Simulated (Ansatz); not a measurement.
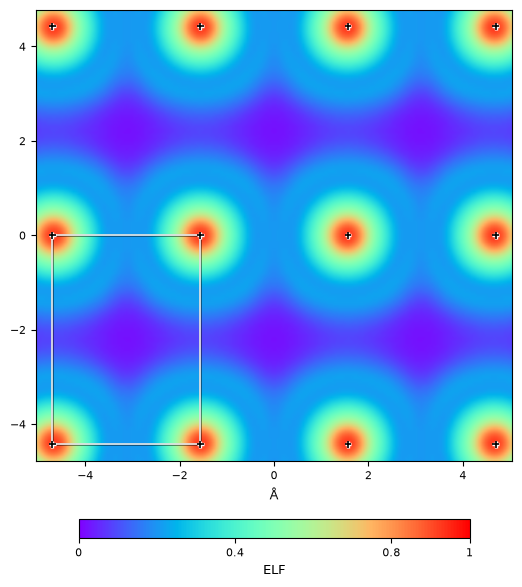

The ELF on a plane through atoms (crosses mark nuclei in the plane).

The calculation used Ansatz, DFT, BLYP, plane waves (420 eV) with PAW, scalar-relativistic.

Candidates:
A. Cd, a = 3.13 Å, b = 3.13 Å, c = 3.13 Å, α = 90.00°, β = 90.00°, γ = 90.00°. Space group Pm-3m; set up as Cd, simple cubic; a generated structure, not necessarily the stable one; changed on purpose from its base cell (volume × 1.0).
B. W, a = 2.81 Å, b = 2.81 Å, c = 9.98 Å, α = 90.00°, β = 90.00°, γ = 120.00°. Space group P6₃/mmc; set up as W, dhcp; a generated structure, not necessarily the stable one.

Question: Which candidate gave the map?

Answer: Candidate A: Cd on the (011) plane of the conventional cell, which holds Cd. Cd–Cd (3.13 Å): the ELF is about 0.20 at the midpoint: no localised pair shows between them.
